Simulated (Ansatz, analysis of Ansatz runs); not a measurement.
# Local vibrational mode of interstitial H+ in rutile SnO2 (LDA)

Subject: interstitial H+ in rutile SnO2. Wanted: its local vibrational mode, in one set-up (LDA, 96-site cell, LDA lattice, 420 eV, k: the single point 1/4 1/4 1/4). The model is a cell of 96 host atoms with 1 H put in. The frequencies come from force constants among the defect atom and its neighbours, with the masses of the isotopes named. A local or semilocal functional is the cheapest first rung.

Measured beforehand: O-H stretch, 1H: 3156.1 cm⁻¹ at 4.2 K, by polarized FTIR absorption (“Hydrogen impurities and shallow donors in SnO2 studied by infrared spectroscopy”, 2011, F. Bekisli et al.). O-D stretch, 2H: 2360.4 cm⁻¹ at 4.2 K, by polarized FTIR absorption (“Hydrogen impurities and shallow donors in SnO2 studied by infrared spectroscopy”, 2011, F. Bekisli et al.).

Calculated with Ansatz 0.2.0; plane-wave PAW DFT, LDA; relaxation of all atoms of a defect supercell.

### 1. The structure

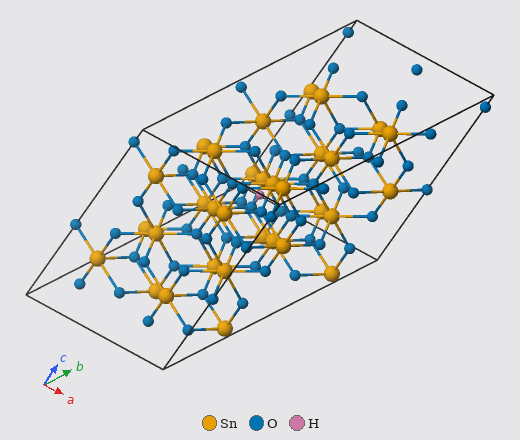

The cell as given, slightly off an axis (tin orange, oxygen blue, hydrogen pink). Bonds to atoms that aren't drawn are left out. Some periodic images of atoms are drawn too.

The cell holds 97 atoms: 32 Sn, 64 O and 1 H. Its edges and angles: a = 11.398 Å, b = 11.398 Å, c = 13.357 Å, α = 54.1°, β = 54.1°, γ = 71.7°. It derives from SnO2 (space group P4_2/mnm). Nearest the centre at fractional (0.279, 0.471, 0.699): H97 at 0.00 Å, O20 at 0.99 Å, Sn85 at 2.28 Å, Sn14 at 2.28 Å, Sn39 at 2.28 Å, O89 at 2.31 Å, O18 at 2.31 Å, O47 at 2.47 Å. The cell carries charge +1.

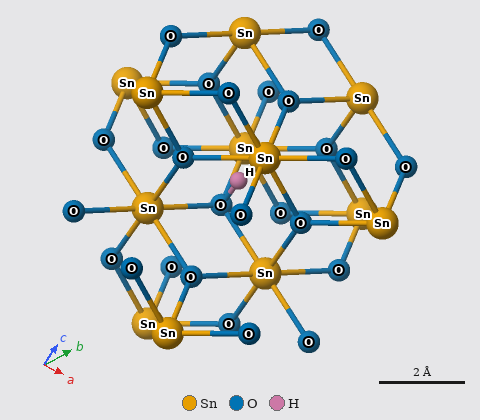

The atoms within 5 Å of the centre.

The host's primitive cell comes from a first run (plane-wave PAW DFT, LDA; relaxation of the host's cell and atoms): vectors of 4.722, 4.722 and 3.190 Å. That is 11.86 Å³ an atom, 0.5 % under the diffraction cell's volume. The supercell is built on it.

### 2. Relaxation, charge +1

Every later number rests on the structure around the defect, so the atoms are relaxed at the host's lattice first.

relax/input.yaml

```yaml
relax:
  f_tol: 0.01
  max_steps: 80
  random_displacement: { amplitude: 0.02, seed: 219 }
crystal:
  lattice:
    - [0.0, 9.44455817, 6.38094445]
    - [9.44455817, 0.0, 6.38094445]
    - [9.44455817, 9.44455817, 0.0]
  atoms:
    - { symbol: Sn, position: [0.0, 0.0, 0.0] }
    - { symbol: Sn, position: [0.25, 0.25, 0.25] }
    - { symbol: Sn, position: [0.125, 0.125, 0.125] }
    - { symbol: Sn, position: [0.375, 0.375, 0.375] }
    - { symbol: O, position: [0.0, 0.0, 0.153034013] }
[... 4 atom lines left out ...]
    - { symbol: O, position: [0.25, 0.25, 0.096965987] }
[... 3 atom lines left out ...]
    - { symbol: Sn, position: [0.25, 0.25, 0.75] }
[... 1 atom line left out ...]
    - { symbol: Sn, position: [0.375, 0.375, 0.875] }
[... 1 atom line left out ...]
    - { symbol: O, position: [0.25, 0.25, 0.903034013] }
    - { symbol: O, position: [0.028034013, 0.221965987, 0.875] }
    - { symbol: O, position: [0.278034013, 0.471965987, 0.625] }
[... 1 atom line left out ...]
    - { symbol: O, position: [0.25, 0.25, 0.596965987] }
    - { symbol: O, position: [0.221965987, 0.028034013, 0.875] }
    - { symbol: O, position: [0.471965987, 0.278034013, 0.625] }
    - { symbol: Sn, position: [0.0, 0.5, 0.0] }
    - { symbol: Sn, position: [0.25, 0.75, 0.25] }
[... 1 atom line left out ...]
    - { symbol: Sn, position: [0.375, 0.875, 0.375] }
    - { symbol: O, position: [0.0, 0.5, 0.153034013] }
    - { symbol: O, position: [0.25, 0.75, 0.403034013] }
[... 4 atom lines left out ...]
    - { symbol: O, position: [0.221965987, 0.528034013, 0.375] }
[... 1 atom line left out ...]
    - { symbol: Sn, position: [0.0, 0.5, 0.5] }
    - { symbol: Sn, position: [0.25, 0.75, 0.75] }
    - { symbol: Sn, position: [0.125, 0.625, 0.625] }
[... 1 atom line left out ...]
    - { symbol: O, position: [0.0, 0.5, 0.653034013] }
[... 1 atom line left out ...]
    - { symbol: O, position: [0.028034013, 0.721965987, 0.875] }
[... 1 atom line left out ...]
    - { symbol: O, position: [0.0, 0.5, 0.846965987] }
    - { symbol: O, position: [0.25, 0.75, 0.596965987] }
    - { symbol: O, position: [0.221965987, 0.528034013, 0.875] }
    - { symbol: O, position: [0.471965987, 0.778034013, 0.625] }
[... 11 atom lines left out ...]
    - { symbol: O, position: [0.971965987, 0.278034013, 0.125] }
[... 2 atom lines left out ...]
    - { symbol: Sn, position: [0.625, 0.125, 0.625] }
    - { symbol: Sn, position: [0.875, 0.375, 0.875] }
[... 2 atom lines left out ...]
    - { symbol: O, position: [0.528034013, 0.221965987, 0.875] }
[... 1 atom line left out ...]
    - { symbol: O, position: [0.5, 0.0, 0.846965987] }
    - { symbol: O, position: [0.75, 0.25, 0.596965987] }
[... 3 atom lines left out ...]
    - { symbol: Sn, position: [0.75, 0.75, 0.25] }
[... 3 atom lines left out ...]
    - { symbol: O, position: [0.75, 0.75, 0.403034013] }
    - { symbol: O, position: [0.528034013, 0.721965987, 0.375] }
[... 1 atom line left out ...]
    - { symbol: O, position: [0.5, 0.5, 0.346965987] }
[... 1 atom line left out ...]
    - { symbol: O, position: [0.721965987, 0.528034013, 0.375] }
[... 1 atom line left out ...]
    - { symbol: Sn, position: [0.5, 0.5, 0.5] }
[... 1 atom line left out ...]
    - { symbol: Sn, position: [0.625, 0.625, 0.625] }
[... 1 atom line left out ...]
    - { symbol: O, position: [0.5, 0.5, 0.653034013] }
[... 3 atom lines left out ...]
    - { symbol: O, position: [0.5, 0.5, 0.846965987] }
[... 2 atom lines left out ...]
    - { symbol: O, position: [0.971965987, 0.778034013, 0.625] }
    - { symbol: H, position: [0.27855, 0.47145, 0.698875] }
total_charge: 1
basis:
  ecutwfc: 420
  xc_grid: 2
hamiltonian:
  xc: lda
kpoints:
  mp_grid: { grid: [1, 1, 1], shift: [0.25, 0.25, 0.25] }
scf:
  occupations: { method: fermi_dirac, width: 0.01 }
  max_iter: 120
output:
  forces: true
checkpoint:
  write: "../relax.run"
  compress: false
  write_wavefunctions: true
  write_every: 100000
```

Launch:

```console
> ansatz run input.yaml --threads 4 --pin off --max-ram 7536MiB --backend cpu --events-out ev --progress --plain --runs-dir out
```

Numbers of over 12 decimals in the logs are rounded to 6 here.

The log of the run:

```text
[... repeated set-up lines and file paths are left out, and long positions are rounded to six places ...]
Engine: ansatz 0.2.0, aarch64-unknown-linux-gnu
Pseudopotentials: kind: paw
Pseudopotential: Sn, paw, valence charge 14, recommended cutoff 420 eV (normal), Sn.paw.azcp
Pseudopotential: O, paw, valence charge 6, recommended cutoff 420 eV (normal), O.paw.azcp
Pseudopotential: H, paw, valence charge 1, recommended cutoff 420 eV (normal), H.paw.azcp
Functional definition: SPW92
  exchange = slater_x
  correlation = pw_c
Crystal: 97 atoms, lattice volume = 1138.356 Å³
Basis set: ecut = 420 eV, 22253 PW (Γ), exchange–correlation on 160×160×180 points (8 copies of the dense FFT grid, shifted against one another)
Bands: 513, of which v1, the nominal top of the filled ones, is band 416 counted from 1 (415 counted from 0)
Symmetry: 1 space group operations
k-points: 1
Non-local potential: Sn, projectors of the file, l = 0: 2, l = 1: 2, l = 2: 2, l = 3: 2
Non-local potential: O, projectors of the file, l = 0: 2, l = 1: 2, l = 2: 1
Non-local potential: H, projectors of the file, l = 0: 2, l = 1: 1
PAW form: soft (Blöchl's): semilocal exchange-correlation on the pseudo side does not see the compensation charge
PAW frozen core: Sn, regenerated for the run's functional, and the local potential with it (the file was generated under x = pbe(κ = 0.804, μ = 0.219515), c = pbe(β = 0.066725))
PAW frozen core: O, regenerated for the run's functional, and the local potential with it (the file was generated under x = pbe(κ = 0.804, μ = 0.219515), c = pbe(β = 0.066725))
PAW one-centre angular grid: Sn, 590 points (default); XC on 64 Gauss nodes
PAW one-centre angular grid: O, 110 points (default); XC on 64 Gauss nodes
PAW one-centre angular grid: H, 110 points (default); XC on 64 Gauss nodes
Initial density: superposition of atomic densities (neutral atoms scaled as one to the charged cell's electrons: chi_scale 0, normalization atom), corrected by the library's trained network
Initial wavefunctions: pseudopotential atomic-orbital guess
Functional: x = slater, c = lda
SCF iter   1: F=—  HF=-223711.258173 eV  |F-HF|=—  |Δ(HF+E_count)|=         —  Δρ=1.69e-2  dr2=2.86e0  ethr=1.77e-3  ⟨swp⟩=6.0  Hψ=2036  notcnv=0  defer=31
preconditioner: auto → Resta (q_TF=auto, 2.589 Å⁻¹)  ε∞=3.7  [insulator: Δε(μ)=1.438 eV  Ē_g=19.466 eV  σ=0.010 eV  W_gap=1.00  n_scr=336 (ndim 8)  ℏωp=31.7 eV  f_vac=0.023  D(μ)=0.00/eV (n_scr^D=0)  ε∞_Penn≈3.7]
SCF iter   2: F=—  HF=-223710.448959 eV  |F-HF|=—  |Δ(HF+E_count)|=   8.09e-1  Δρ=4.52e-3  dr2=8.79e-2  ethr=3.44e-4  ⟨swp⟩=2.0  Hψ=762  notcnv=0  defer=90
SCF iter   3: F=—  HF=-223710.413196 eV  |F-HF|=—  |Δ(HF+E_count)|=   3.58e-2  Δρ=2.04e-3  dr2=2.75e-2  ethr=1.06e-5  ⟨swp⟩=5.0  Hψ=848  notcnv=0  defer=90
SCF iter   4: F=—  HF=-223710.402445 eV  |F-HF|=—  |Δ(HF+E_count)|=   1.08e-2  Δρ=4.30e-4  dr2=1.50e-3  ethr=3.30e-6  ⟨swp⟩=2.0  Hψ=846  notcnv=0  defer=90
SCF iter   5: F=—  HF=-223710.403288 eV  |F-HF|=—  |Δ(HF+E_count)|=   8.43e-4  Δρ=2.23e-4  dr2=4.31e-4  ethr=1.81e-7  ⟨swp⟩=3.0  Hψ=936  notcnv=0  defer=90
SCF iter   6: F=—  HF=-223710.403204 eV  |F-HF|=—  |Δ(HF+E_count)|=   8.42e-5  Δρ=4.74e-5  dr2=1.45e-5  ethr=5.19e-8  ⟨swp⟩=3.0  Hψ=841  notcnv=0  defer=90
SCF iter   7: F=—  HF=-223710.403208 eV  |F-HF|=—  |Δ(HF+E_count)|=   4.01e-6  Δρ=2.87e-5  dr2=7.48e-6  ethr=3.00e-10  ⟨swp⟩=5.0  Hψ=1830  notcnv=0
SCF iter   8: F=-223710.403206 eV  HF=-223710.403206 eV  |F-HF|=5.41e-8  |Δ(HF+E_count)|=   1.20e-6  Δρ=3.84e-6  dr2=1.80e-7  ethr=3.00e-10  ⟨swp⟩=3.0  Hψ=1836  notcnv=0
SCF 1 converged in 8 iterations: F = -223710.403206 eV  dr2 = 1.80e-7
  greatest PAW one-centre occupation: 0.998 electrons in one spin orbital (limit 2), on the Sn atom at site 27 (counted from 0), in its partial waves of l = 2
relax step   1: F+E_penalty+E_count = -223710.40320633 eV  Δ(F+E_penalty+E_count) = +0.000e0 eV  max|allowed force component| = 3.719e0 eV/Å  Δτ_max = 0.0000 Å  (8 SCF iters, dr2 threshold 2.50e-6 eV, accepted)
[... the SCF cycles and remarks between the steps are left out from here to the last step ...]
relax step   2: F+E_penalty+E_count = -223711.99266035 eV  Δ(F+E_penalty+E_count) = -1.589e0 eV  max|allowed force component| = 7.454e-1 eV/Å  Δτ_max = 0.1957 Å  (7 SCF iters, dr2 threshold 1.00e-4 eV, accepted)
relax step   3: F+E_penalty+E_count = -223712.10141662 eV  Δ(F+E_penalty+E_count) = -1.088e-1 eV  max|allowed force component| = 1.941e-1 eV/Å  Δτ_max = 0.0979 Å  (5 SCF iters, dr2 threshold 3.47e-5 eV, accepted)
relax step   4: F+E_penalty+E_count = -223712.13513526 eV  Δ(F+E_penalty+E_count) = -3.372e-2 eV  max|allowed force component| = 1.413e-1 eV/Å  Δτ_max = 0.0386 Å  (7 SCF iters, dr2 threshold 2.36e-6 eV, accepted)
relax step   5: F+E_penalty+E_count = -223712.14663550 eV  Δ(F+E_penalty+E_count) = -1.150e-2 eV  max|allowed force component| = 3.965e-1 eV/Å  Δτ_max = 0.0374 Å  (6 SCF iters, dr2 threshold 1.35e-6 eV, accepted)
relax step   6: F+E_penalty+E_count = -223712.15578667 eV  Δ(F+E_penalty+E_count) = -9.151e-3 eV  max|allowed force component| = 3.665e-2 eV/Å  Δτ_max = 0.0472 Å  (5 SCF iters, dr2 threshold 8.33e-5 eV, accepted)
relax step   7: F+E_penalty+E_count = -223712.15579316 eV  Δ(F+E_penalty+E_count) = -6.493e-6 eV  max|allowed force component| = 3.666e-2 eV/Å  Δτ_max = 0.0000 Å  (5 SCF iters, accepted)
relax step   8: F+E_penalty+E_count = -223712.15631696 eV  Δ(F+E_penalty+E_count) = -5.238e-4 eV  max|allowed force component| = 1.660e-2 eV/Å  Δτ_max = 0.0129 Å  (7 SCF iters, accepted)
SCF iter   1: F=—  HF=-223712.155341 eV  |F-HF|=—  |Δ(HF+E_count)|=         —  Δρ=1.62e-4  dr2=1.02e-4  ethr=1.01e-7  ⟨swp⟩=4.0  Hψ=1255  notcnv=0  defer=91
SCF iter   2: F=—  HF=-223712.155295 eV  |F-HF|=—  |Δ(HF+E_count)|=   4.59e-5  Δρ=7.89e-5  dr2=2.60e-5  ethr=1.23e-8  ⟨swp⟩=2.0  Hψ=751  notcnv=0  defer=91
SCF iter   3: F=—  HF=-223712.156367 eV  |F-HF|=—  |Δ(HF+E_count)|=   1.07e-3  Δρ=2.31e-5  dr2=4.91e-6  ethr=3.13e-9  ⟨swp⟩=2.0  Hψ=838  notcnv=0  defer=91
SCF iter   4: F=—  HF=-223712.156366 eV  |F-HF|=—  |Δ(HF+E_count)|=   9.70e-7  Δρ=7.25e-6  dr2=5.65e-7  ethr=5.90e-10  ⟨swp⟩=2.0  Hψ=678  notcnv=0  defer=91
SCF iter   5: F=-223712.156365 eV  HF=-223712.156365 eV  |F-HF|=1.73e-8  |Δ(HF+E_count)|=   1.04e-7  Δρ=2.00e-6  dr2=4.71e-8  ethr=1.20e-11  ⟨swp⟩=4.0  Hψ=1537  notcnv=0
SCF 9 converged in 5 iterations: F = -223712.156365 eV  dr2 = 4.71e-8
relax step   9: F+E_penalty+E_count = -223712.15636546 eV  Δ(F+E_penalty+E_count) = -4.850e-5 eV  max|allowed force component| = 6.191e-3 eV/Å  Δτ_max = 0.0030 Å  (5 SCF iters, accepted)
NSCF: frozen V_eff on 1 k-points
the band table was solved once a step of the walk had ended and its energy, with any forces and stress, was formed, with the checks that follow a solve (2032 applications of the Hamiltonian). They found nothing against the state; [...]
SCF converged after 5 iterations
Free energy (F): -223712.156365 eV
Harris-Foulkes:  -223712.156365 eV  (|F-HF|=1.73e-8)
Internal energy: -223712.156365 eV  (E = F + TS)
E sigma→0 (E₀):  -223712.156365 eV
Fermi energy:    10.046914 eV
--- Per-component energies (eV) ---
  E_band       = -2025.571131
  E_kinetic    = 17307.943960
  E_local      = -45567.987770  (includes V_loc(G=0)·N_el)
  E_nonlocal   = 2417.386442
  E_hartree    = 23583.828465
  E_xc         = -16672.346978
  E_vxc        = -9031.575035  (∫ρ·V_xc dr)
  E_paw        = -137645.485203  (= ΣΔE_a)
  E_vpaw       = -14319.155532  (= ΣTr[D̂ρ^β])
  E_aug_tail   = 0.161638  (compensation charges beyond the density's cutoff)
  E_ewald      = -67155.456639
  E_core_change = 19.799719  (= ΣΔE_core)
  E_smearing   = -0.000000  (= −TS)
  E_closure    = -0.000000  (closes the sum)
  E_deformation_potential = 17.984532  (in the stress; not in F)
  Σ components = -223712.156365   (vs F -223712.156365, Δ=0.00e0)
--- Forces (eV/Å), atoms counted from 1 ---
  atom   1  Sn     0.00039505    -0.00077005     0.00264273
  atom   2  Sn     0.00030590     0.00126393    -0.00028659
  [... 11 atoms left out ...]
  atom  14  Sn     0.00108053    -0.00421683     0.00375946
  [... 3 atoms left out ...]
  atom  18  O      0.00138431     0.00247333    -0.00150571
  [... 1 atom left out ...]
  atom  20  O     -0.00046199     0.00618985     0.00019101
  [... 18 atoms left out ...]
  atom  39  Sn    -0.00287785     0.00513491     0.00006953
  [... 5 atoms left out ...]
  atom  45  O     -0.00012679    -0.00071680    -0.00074354
  atom  46  O     -0.00007615    -0.00074034     0.00074731
  atom  47  O      0.00188814     0.00143881    -0.00016448
  [... 37 atoms left out ...]
  atom  85  Sn     0.00104092    -0.00437788    -0.00388621
  [... 3 atoms left out ...]
  atom  89  O      0.00131927     0.00245237     0.00148010
  [... 7 atoms left out ...]
  atom  97  H     -0.00083641    -0.00298129    -0.00012744
  max |Σ_I F_I| component: 8.54e-5 eV/Å
--- Band table (eV) ---
  k-point 0: bands = ["-11.8605", "-11.7362", "-11.6469", "-11.6326", [... 505 left out ...] "20.1204", "20.1785", "20.2083", "20.2224"]
--- Relaxed structure (9 steps of the walk, 9 accepted, 0 SCFs on fresh bases) ---
  F+E_penalty+E_count = -223712.15636546 eV   max|allowed force component| = 6.191e-3 eV/Å
  atoms:
    - { symbol: Sn, position: [-0.001632, -0.001027, 0.001446] }
    - { symbol: Sn, position: [0.251129, 0.248970, 0.250961] }
    [... 11 atoms left out ...]
    - { symbol: Sn, position: [0.251066, 0.240094, 0.755162] }
    [... 3 atoms left out ...]
    - { symbol: O, position: [0.253970, 0.247454, 0.902501] }
    [... 1 atom left out ...]
    - { symbol: O, position: [0.274004, 0.476079, 0.647828] }
    [... 18 atoms left out ...]
    - { symbol: Sn, position: [0.114243, 0.635628, 0.621115] }
    [... 5 atoms left out ...]
    - { symbol: O, position: [-0.002287, 0.504494, 0.843776] }
    - { symbol: O, position: [0.245241, 0.752250, 0.596126] }
    - { symbol: O, position: [0.224934, 0.524814, 0.858039] }
    [... 37 atoms left out ...]
    - { symbol: Sn, position: [0.509826, 0.498792, 0.496469] }
    [... 3 atoms left out ...]
    - { symbol: O, position: [0.502415, 0.495948, 0.654070] }
    [... 7 atoms left out ...]
    - { symbol: H, position: [0.263445, 0.486502, 0.723325] }
```

The job ended after 4.2 min (4 threads of Arm Neoverse V2, shared host; peak memory 3.4 GiB).

(Continued in part 2 of 2.)

[Logs are printed without paths, hosts, clocks, repeated set-up lines and the standing remarks that a program may print on its own settings, such as how far it seeks lower states.]

[Hosts, paths, dates, database ids (printed as entryN), source tags and the programs' standing remarks are cut or masked in the printed files.]

[For some hosts the program warned that the k-mesh of the response run may be too coarse for force constants and the static dielectric constant; such warnings are not shown here.]
